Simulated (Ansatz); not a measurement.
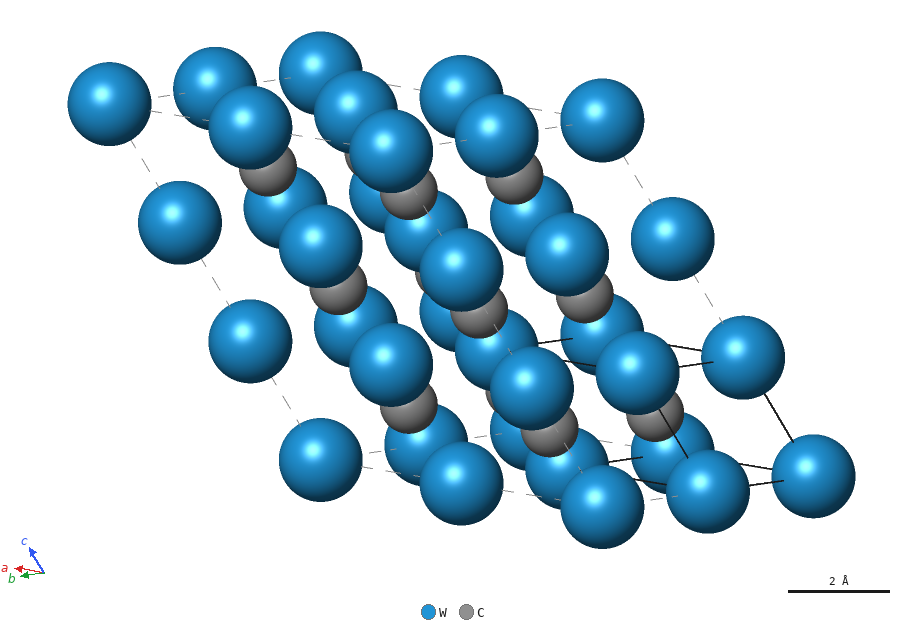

Spheres-only representation of a periodic structure, projected from a general direction. The picture spans 2×2×3 cells, one simulation cell being drawn with solid lines.

Here is the input:
```yaml
crystal:
  lattice:
    - [0.0, 2.0732947043, 2.0732947043]
    - [2.0732947043, 0.0, 2.0732947043]
    - [2.0732947043, 2.0732947043, 0.0]
  atoms:
    - { symbol: W, position: [0.0, 0.0, 0.0] }
    - { symbol: C, position: [0.5, 0.5, 0.5] }
basis:
  ecutwfc: 500
kpoints:
  mp_grid: { grid: [24, 24, 24] }
hamiltonian:
  xc: r2scan
scf:
  occupations: { method: gaussian, width: 0.15 }
output:
  forces: true
  stress: true
  eigenvalues: true
```
Run as:
```sh
ansatz run input.yaml --threads 2 --pin off --max-ram 5120MiB --backend cpu --events-out ev --progress --plain --runs-dir out
```

The numbers come from DFT r2SCAN, scalar-relativistic, plane waves, PAW in Ansatz, using plane waves up to 500 eV, the zone sampled with 24×24×24 points, Gaussian smearing of 0.15 eV, no spin polarisation.

**What is the band gap, if any?**

A metal: bands cross the Fermi level.

**What is the computed pressure?**

The computed pressure is 81.4 GPa (compressed: it would expand).

Provenance: a structure listed in the Materials Project. The cell was then strained or its atoms displaced on purpose. It was run through Ansatz as a DFT input.

At this level of theory the cell isn't at rest (compressed, at 81 GPa), so its distances can differ from those at equilibrium, the more so the softer the solid.
